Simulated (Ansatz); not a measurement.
**Run report: W5S11 (charge +1), geometry relaxation (part 1 of 5)**

System: W5S11 (defect cell, 48 atoms in the cell, total charge +1).
Method: DFT PBE+D3(BJ), scalar-relativistic, plane waves, PAW, spin-polarised (Ansatz 0.2.0).

The structure derives from a Materials Project entry. It belongs to a series of runs on one base structure; here: S on a W site (c), charge +1, atoms relaxed at the host's cell. Figures and captions count atoms from 1; the log counts them from 0 in places.

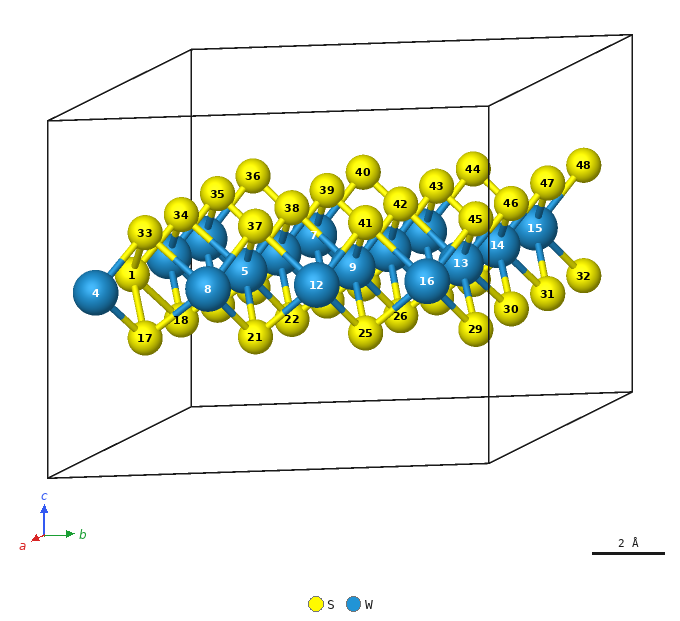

The structure as given in the input (ball-and-stick view of the cell of the calculation, with the vacuum cut short, seen slightly off an axis; atoms are numbered from 1 in the order of the input). Near neighbours in the crystal (not all of them lie inside the picture): S has 6 S at 2.37 Å; W has 6 S at 2.40 to 2.42 Å; S has 1 S at 2.37 Å and 2 W at 2.40 Å; S has 3 W at 2.40 to 2.42 Å.

Summary

```tsv
quantity	value
outcome	converged
electrons treated	407
free energy	−185587.9900 eV
Fermi energy	−0.005 eV
gap on the k-point mesh	none (metallic)
net moment of the cell	1.00 μB
integrated absolute moment	1.09 μB
final volume	2343.40 Å³
largest force (length of the vector) at the end	0.012 eV/Å
hardware	4 threads of Arm Neoverse V1, 24 GiB of memory available, shared host
wall time	12 min (CPU time 47 min)
peak memory	5.3 GiB
```

Notes

Notes on the run: the exchange-correlation potential is rough where the density is thin. Spin–orbit coupling is left out, which matters for W.

Input file
```yaml
crystal:
  lattice:
    - [6.3194333852, -10.9455796982, 0.0]
    - [6.3194333852, 10.9455796982, 0.0]
    - [0.0, 0.0, 16.9394671916]
  atoms:
    - { symbol: S, position: [0.6666666667, 0.0833333333, 0.0], spin: 0.143 }
    - { symbol: W, position: [0.4118259348, 0.0832955733, 0.0] }
    - { symbol: W, position: [0.1673393295, 0.0846786589, 0.0] }
    - { symbol: W, position: [0.9214696385, 0.0832955733, 0.0] }
    - { symbol: W, position: [0.6667044267, 0.3381740652, 0.0] }
    - { symbol: W, position: [0.4164772007, 0.3335227993, 0.0] }
    - { symbol: W, position: [0.1670455986, 0.3335227993, 0.0] }
    - { symbol: W, position: [0.9214696385, 0.3381740652, 0.0] }
    - { symbol: W, position: [0.6653213411, 0.5826606705, 0.0] }
    - { symbol: W, position: [0.4164772007, 0.5829544014, 0.0] }
    - { symbol: W, position: [0.1673393295, 0.5826606705, 0.0] }
    - { symbol: W, position: [0.9165719789, 0.5831439578, 0.0] }
    - { symbol: W, position: [0.6667044267, 0.8285303615, 0.0] }
    - { symbol: W, position: [0.4118259348, 0.8285303615, 0.0] }
    - { symbol: W, position: [0.1668560422, 0.8334280211, 0.0] }
    - { symbol: W, position: [0.9165719789, 0.8334280211, 0.0] }
    - { symbol: S, position: [0.8346968583, 0.1673484291, 0.9113566397], spin: 0.143 }
    - { symbol: S, position: [0.5826515709, 0.1673484291, 0.9113566397], spin: 0.143 }
    - { symbol: S, position: [0.3322675163, 0.1678695027, 0.9061305047] }
    - { symbol: S, position: [0.0856019864, 0.1678695027, 0.9061305047] }
    - { symbol: S, position: [0.8335041072, 0.4170082143, 0.906995229] }
    - { symbol: S, position: [0.5821304973, 0.4177324837, 0.9061305047] }
    - { symbol: S, position: [0.3333333333, 0.4166666667, 0.90697288] }
    - { symbol: S, position: [0.0856019864, 0.4177324837, 0.9061305047] }
    - { symbol: S, position: [0.833123665, 0.6665618325, 0.9071497603] }
    - { symbol: S, position: [0.5821304973, 0.6643980136, 0.9061305047] }
    - { symbol: S, position: [0.3322675163, 0.6643980136, 0.9061305047] }
    - { symbol: S, position: [0.0834381675, 0.6665618325, 0.9071497603] }
    - { symbol: S, position: [0.8335041072, 0.9164958928, 0.906995229] }
    - { symbol: S, position: [0.5826515709, 0.9153031417, 0.9113566397], spin: 0.143 }
    - { symbol: S, position: [0.3329917857, 0.9164958928, 0.906995229] }
    - { symbol: S, position: [0.0834381675, 0.916876335, 0.9071497603] }
    - { symbol: S, position: [0.8346968583, 0.1673484291, 0.0886433603], spin: 0.143 }
    - { symbol: S, position: [0.5826515709, 0.1673484291, 0.0886433603], spin: 0.143 }
    - { symbol: S, position: [0.3322675163, 0.1678695027, 0.0938694953] }
    - { symbol: S, position: [0.0856019864, 0.1678695027, 0.0938694953] }
    - { symbol: S, position: [0.8335041072, 0.4170082143, 0.093004771] }
    - { symbol: S, position: [0.5821304973, 0.4177324837, 0.0938694953] }
    - { symbol: S, position: [0.3333333333, 0.4166666667, 0.09302712] }
    - { symbol: S, position: [0.0856019864, 0.4177324837, 0.0938694953] }
    - { symbol: S, position: [0.833123665, 0.6665618325, 0.0928502397] }
    - { symbol: S, position: [0.5821304973, 0.6643980136, 0.0938694953] }
    - { symbol: S, position: [0.3322675163, 0.6643980136, 0.0938694953] }
    - { symbol: S, position: [0.0834381675, 0.6665618325, 0.0928502397] }
    - { symbol: S, position: [0.8335041072, 0.9164958928, 0.093004771] }
    - { symbol: S, position: [0.5826515709, 0.9153031417, 0.0886433603], spin: 0.143 }
    - { symbol: S, position: [0.3329917857, 0.9164958928, 0.093004771] }
    - { symbol: S, position: [0.0834381675, 0.916876335, 0.0928502397] }
  host:
    lattice:
      - [3.1597166926, 0.0, 0.0]
      - [-1.5798583463, 2.7363949246, 0.0]
      - [0.0, 0.0, 16.9394671916]
    atoms:
      - { symbol: W, position: [0.3333333333, 0.6666666667, 0.0] }
      - { symbol: S, position: [0.6666666667, 0.3333333333, 0.9069626205] }
      - { symbol: S, position: [0.6666666667, 0.3333333333, 0.0930373795] }
total_charge: 1
basis:
  ecutwfc: 420
  xc_grid: 2
kpoints:
  mp_grid: { grid: [2, 2, 2], shift: [0.0, 0.0, 0.0] }
hamiltonian:
  xc: pbe
  dispersion: d3bj
scf:
  occupations: { method: gaussian, width: 0.01 }
output:
  forces: true
  stress: false
  eigenvalues: true
  populations: true
  charged_corrections:
    defect_position: [0.66666667, 0.08333333, 0.0]
    epsilon: [[5.6101, 0.0, 0.0], [0.0, 5.6101, 0.0], [0.0, 0.0, 1.4325]]
  write_density: true
  write_potential: true
  elf: true
  volumetric_format: npy
magnetization:
  spin_polarized: true
relax:
  adjacent_minimum: "off"
  f_tol: 0.025
  max_steps: 45
```

Launched with:
```bash
ansatz run input.yaml --threads 4 --pin off --max-ram 6144MiB --backend cpu --events-out ev --progress --plain --runs-dir out
```

Output
```
Engine: ansatz 0.2.0, aarch64-unknown-linux-gnu
Pseudopotentials: kind: paw
Pseudopotential: S, paw, valence charge 6, recommended cutoff 420 eV (normal), S.paw.azcp
Pseudopotential: W, paw, valence charge 14, recommended cutoff 420 eV (normal), W.paw.azcp
Functional definition: PBE
  parameter kappa = 0.804
  parameter beta = 0.06672455060314922
  exchange = pbe_x(kappa = kappa, mu = beta*pi^2/3)
  correlation = pbe_c(beta = beta)
Crystal: 48 atoms, lattice volume = 2343.401 Å³
Basis set: ecut = 420 eV, 45813 PW (Γ), exchange–correlation on 180×180×240 points (8 copies of the dense FFT grid, shifted against one another)
Bands: 253, of which v1, the nominal top of the filled ones, is band 204 counted from 1 (203 counted from 0)
Symmetry: 12 space group operations
Space group: P-6m2 (ITA 187), of the structure as read, at distance tolerance 1.3e-4 Å
Magnetic group: BNS 187.209 (UNI 1439), of the structure as read, at distance tolerance 1.3e-4 Å
k-points: 4 of 8
Non-local potential: S, projectors of the file, l = 0: 2, l = 1: 2, l = 2: 2
Non-local potential: W, projectors of the file, l = 0: 3, l = 1: 2, l = 2: 2, l = 3: 1
PAW form: soft (Blöchl's): semilocal exchange-correlation on the pseudo side does not see the compensation charge
PAW one-centre angular grid: S, 110 points (default); XC on 64 Gauss nodes
PAW one-centre angular grid: W, 590 points (default); XC on 64 Gauss nodes
Initial density: superposition of atomic densities (neutral atoms scaled as one to the charged cell's electrons: chi_scale 0, normalization atom)
Starting moments: Σ|m| = 1.001 μB on 7 of 48 sites
Initial wavefunctions: pseudopotential atomic-orbital guess
Functional: x = pbe(κ = 0.804, μ = 0.2195149727645171), c = pbe(β = 0.06672455060314922)
SCF iter   1: F=—  HF=-185593.554364 eV  |F-HF|=—  |Δ(HF+E_count)|=         —  Δρ=1.32e-2 (↑1.32e-2 ↓1.32e-2)  dr2=2.88e1  dr2_m=1.82e-2  M=0.500 μB ∫|m|=0.534 μB  β_m=0.30  ethr=3.10e-3  ⟨swp⟩=8.8  Hψ=10657  notcnv=0  defer=32
Mixer restart at iter 1: flushing history
preconditioner: auto → Resta (q_TF=auto, 2.038 Å⁻¹)  ε∞=3.3  [insulator: Δε(μ)=0.029 eV  Ē_g=8.581 eV  σ=0.010 eV  W_gap=0.67  n_scr=316 (ndim 8)  ℏωp=13.0 eV  f_vac=0.598  D(μ)=38.61/eV (n_scr^D=212)  ε∞_Penn≈3.3  vacuum switching on, ρ_ref=5.3e-3 e/Å³]
spin=Collinear: Resta preconditioning applied to the charge; magnetization (m = ρ↑ − ρ↓) channel mixes plain (no charge-response kernel on spin).
SCF iter   2: F=—  HF=-185588.898515 eV  |F-HF|=—  |Δ(HF+E_count)|=    4.66e0  Δρ=9.12e-3 (↑8.99e-3 ↓9.12e-3)  dr2=1.08e1  dr2_m=1.03e-2  M=0.500 μB ∫|m|=0.525 μB  β_m=0.53  ethr=3.10e-3  ⟨swp⟩=2.5  Hψ=2960  notcnv=0  defer=342
SCF iter   3: F=—  HF=-185588.173740 eV  |F-HF|=—  |Δ(HF+E_count)|=   7.25e-1  Δρ=3.75e-3 (↑3.47e-3 ↓3.75e-3)  dr2=3.50e0  dr2_m=4.70e-3  M=0.816 μB ∫|m|=0.829 μB  β_m=0.48  ethr=2.64e-3  ⟨swp⟩=2.8  Hψ=3170  notcnv=0  defer=342
SCF iter   4: F=—  HF=-185587.993534 eV  |F-HF|=—  |Δ(HF+E_count)|=   1.80e-1  Δρ=1.87e-3 (↑1.83e-3 ↓1.87e-3)  dr2=6.19e-1  dr2_m=5.42e-4  M=0.547 μB ∫|m|=0.576 μB  β_m=0.52  ethr=8.60e-4  ⟨swp⟩=2.2  Hψ=2442  notcnv=0  defer=360
SCF iter   5: F=—  HF=-185587.978496 eV  |F-HF|=—  |Δ(HF+E_count)|=   1.50e-2  Δρ=8.47e-4 (↑7.11e-4 ↓8.47e-4)  dr2=6.84e-2  dr2_m=2.19e-3  M=0.892 μB ∫|m|=0.915 μB  β_m=0.56  ethr=1.52e-4  ⟨swp⟩=2.1  Hψ=2878  notcnv=0  defer=360
SCF iter   6: F=—  HF=-185587.981891 eV  |F-HF|=—  |Δ(HF+E_count)|=         —  Δρ=3.52e-4 (↑3.50e-4 ↓3.52e-4)  dr2=2.05e-2  dr2_m=1.23e-3  M=1.000 μB ∫|m|=1.043 μB  β_m=0.56  ethr=1.68e-5  ⟨swp⟩=3.0  Hψ=3239  notcnv=0  defer=360
SCF iter   7: F=—  HF=-185587.983105 eV  |F-HF|=—  |Δ(HF+E_count)|=   1.21e-3  Δρ=2.53e-4 (↑2.53e-4 ↓2.48e-4)  dr2=1.39e-2  dr2_m=3.23e-4  M=1.000 μB ∫|m|=1.061 μB  β_m=0.49  ethr=5.05e-6  ⟨swp⟩=2.0  Hψ=2928  notcnv=0  defer=360
SCF iter   8: F=—  HF=-185587.982180 eV  |F-HF|=—  |Δ(HF+E_count)|=   9.25e-4  Δρ=1.27e-4 (↑1.23e-4 ↓1.27e-4)  dr2=1.13e-3  dr2_m=1.86e-4  M=1.000 μB ∫|m|=1.067 μB  β_m=0.64  ethr=3.41e-6  ⟨swp⟩=2.0  Hψ=2712  notcnv=0  defer=360
SCF iter   9: F=—  HF=-185587.982903 eV  |F-HF|=—  |Δ(HF+E_count)|=   7.23e-4  Δρ=8.87e-5 (↑8.87e-5 ↓6.57e-5)  dr2=1.63e-3  dr2_m=3.03e-5  M=1.000 μB ∫|m|=1.079 μB  β_m=0.64  ethr=2.77e-7  ⟨swp⟩=3.0  Hψ=3616  notcnv=0  defer=360
SCF iter  10: F=—  HF=-185587.982813 eV  |F-HF|=—  |Δ(HF+E_count)|=   8.97e-5  Δρ=3.20e-5 (↑3.20e-5 ↓2.30e-5)  dr2=1.33e-4  dr2_m=5.12e-6  M=1.000 μB ∫|m|=1.085 μB  β_m=0.65  ethr=2.77e-7  ⟨swp⟩=2.0  Hψ=2624  notcnv=0  defer=360
SCF iter  11: F=—  HF=-185587.982813 eV  |F-HF|=—  |Δ(HF+E_count)|=   6.18e-7  Δρ=1.41e-5 (↑1.21e-5 ↓1.41e-5)  dr2=4.48e-5  dr2_m=9.77e-7  M=1.000 μB ∫|m|=1.088 μB  β_m=0.57  ethr=3.27e-8  ⟨swp⟩=2.0  Hψ=3346  notcnv=0  defer=360
SCF iter  12: F=—  HF=-185587.982810 eV  |F-HF|=—  |Δ(HF+E_count)|=   2.82e-6  Δρ=5.41e-6 (↑5.41e-6 ↓3.89e-6)  dr2=1.37e-6  dr2_m=2.68e-7  M=1.000 μB ∫|m|=1.089 μB  β_m=0.58  ethr=1.10e-8  ⟨swp⟩=2.4  Hψ=2678  notcnv=0  defer=360
SCF iter  13: F=-185587.982810 eV  HF=-185587.982810 eV  |F-HF|=7.70e-8  |Δ(HF+E_count)|=   2.91e-7  Δρ=2.51e-6 (↑2.14e-6 ↓2.51e-6)  dr2=4.10e-7  dr2_m=6.12e-8  M=1.000 μB ∫|m|=1.089 μB  ethr=3.36e-10  ⟨swp⟩=21.0  Hψ=22578  notcnv=0
SCF 1 converged in 13 iterations: F = -185587.982810 eV  dr2 = 4.10e-7
  greatest PAW one-centre occupation: 1.000 electrons in one spin orbital (limit 2), on the W atom at site 13 (counted from 0), in its partial waves of l = 0
relax step   1: F+E_penalty+E_count = -185587.98281001 eV  Δ(F+E_penalty+E_count) = +0.000e0 eV  max|allowed force component| = 1.641e-1 eV/Å  Δτ_max = 0.0000 Å  (13 SCF iters, dr2 threshold 1.56e-5 eV, accepted)
Initial density: handed on by an earlier stage of this run
Starting moments: Σ|m| = 1.001 μB on 7 of 48 sites; this step starts from the density that it was given
Initial wavefunctions: those handed on with the density
iter 1 solved again at ethr=2.97e-6 eV; its pass at ethr=3.10e-3 eV (dr2=1.21e-2 eV) is discarded
SCF iter   1: F=—  HF=-185587.983110 eV  |F-HF|=—  |Δ(HF+E_count)|=         —  Δρ=4.16e-4 (↑3.94e-4 ↓4.16e-4)  dr2=1.17e-2  dr2_m=7.55e-5  M=1.000 μB ∫|m|=1.090 μB  β_m=0.65  ethr=2.97e-6  ⟨swp⟩=3.0  Hψ=8080  notcnv=0  defer=350
preconditioner: auto → Resta (q_TF=auto, 2.038 Å⁻¹)  ε∞=3.4  [insulator: Δε(μ)=0.060 eV  Ē_g=8.386 eV  σ=0.010 eV  W_gap=0.67  n_scr=316 (ndim 8)  ℏωp=13.0 eV  f_vac=0.610  D(μ)=38.57/eV (n_scr^D=212)  ε∞_Penn≈3.4  vacuum switching on, ρ_ref=5.1e-3 e/Å³]
spin=Collinear: Resta preconditioning applied to the charge; magnetization (m = ρ↑ − ρ↓) channel mixes plain (no charge-response kernel on spin).
SCF iter   2: F=—  HF=-185587.979867 eV  |F-HF|=—  |Δ(HF+E_count)|=   3.24e-3  Δρ=1.85e-4 (↑1.83e-4 ↓1.85e-4)  dr2=7.08e-3  dr2_m=1.58e-5  M=1.000 μB ∫|m|=1.091 μB  β_m=0.46  ethr=2.86e-6  ⟨swp⟩=2.0  Hψ=2926  notcnv=0  defer=350
SCF iter   3: F=—  HF=-185587.979463 eV  |F-HF|=—  |Δ(HF+E_count)|=   4.04e-4  Δρ=1.39e-4 (↑1.29e-4 ↓1.39e-4)  dr2=2.66e-3  dr2_m=8.99e-6  M=1.000 μB ∫|m|=1.091 μB  β_m=0.44  ethr=1.74e-6  ⟨swp⟩=2.0  Hψ=2710  notcnv=0  defer=350
SCF iter   4: F=—  HF=-185587.979248 eV  |F-HF|=—  |Δ(HF+E_count)|=   2.15e-4  Δρ=5.31e-5 (↑4.90e-5 ↓5.31e-5)  dr2=2.02e-4  dr2_m=2.10e-6  M=1.000 μB ∫|m|=1.091 μB  β_m=0.48  ethr=6.53e-7  ⟨swp⟩=2.0  Hψ=3174  notcnv=0  defer=350
SCF iter   5: F=—  HF=-185587.979245 eV  |F-HF|=—  |Δ(HF+E_count)|=   2.15e-6  Δρ=1.66e-5 (↑1.65e-5 ↓1.66e-5)  dr2=3.67e-5  dr2_m=3.74e-7  M=1.000 μB ∫|m|=1.092 μB  β_m=0.46  ethr=4.95e-8  ⟨swp⟩=2.0  Hψ=2654  notcnv=0  defer=350
SCF iter   6: F=—  HF=-185587.979246 eV  |F-HF|=—  |Δ(HF+E_count)|=   7.60e-7  Δρ=5.79e-6 (↑5.54e-6 ↓5.79e-6)  dr2=3.05e-6  dr2_m=8.91e-8  M=1.000 μB ∫|m|=1.092 μB  β_m=0.49  ethr=9.03e-9  ⟨swp⟩=2.0  Hψ=2665  notcnv=0  defer=350
iter 7 did not close the SCF: its close was put off for a magnetic moment that had not settled (scf_convergence_deferred on its scf_iter line)
SCF iter   7: F=-185587.979246 eV  HF=-185587.979247 eV  |F-HF|=4.40e-7  |Δ(HF+E_count)|=   7.01e-7  Δρ=3.34e-6 (↑3.34e-6 ↓3.05e-6)  dr2=9.65e-7  dr2_m=3.52e-8  M=1.000 μB ∫|m|=1.092 μB  β_m=0.54  ethr=4.14e-10  ⟨swp⟩=51.1  Hψ=25294  notcnv=0
iter 8 did not close the SCF: its close was put off for a magnetic moment that had not settled (scf_convergence_deferred on its scf_iter line)
SCF iter   8: F=-185587.979247 eV  HF=-185587.979247 eV  |F-HF|=1.84e-8  |Δ(HF+E_count)|=   4.54e-8  Δρ=1.08e-6 (↑1.08e-6 ↓1.05e-6)  dr2=1.06e-7  dr2_m=9.07e-9  M=1.000 μB ∫|m|=1.092 μB  β_m=0.58  ethr=2.37e-10  ⟨swp⟩=9.4  Hψ=16244  notcnv=0
SCF iter   9: F=-185587.979247 eV  HF=-185587.979247 eV  |F-HF|=7.46e-8  |Δ(HF+E_count)|=   4.14e-8  Δρ=6.02e-7 (↑5.37e-7 ↓6.02e-7)  dr2=9.00e-8  dr2_m=1.80e-9  M=1.000 μB ∫|m|=1.092 μB  ethr=2.60e-11  ⟨swp⟩=8.0  Hψ=14807  notcnv=0
the search or the solves at the SCF's close seem to have found levels that the self-consistency loop had missed (the run counts 2). By its estimate they hold under 1e-12 electrons; where the run keeps them, the occupations were computed again with them
SCF 2 converged in 9 iterations: F = -185587.979247 eV  dr2 = 9.00e-8
  greatest PAW one-centre occupation: 1.000 electrons in one spin orbital (limit 2), on the W atom at site 4 (counted from 0), in its partial waves of l = 0
relax step   2: F+E_penalty+E_count = -185587.97924689 eV  Δ(F+E_penalty+E_count) = +3.563e-3 eV  max|allowed force component| = 1.643e-1 eV/Å  Δτ_max = 0.0200 Å  (9 SCF iters, dr2 threshold 1.68e-6 eV, rejected (line search))
```
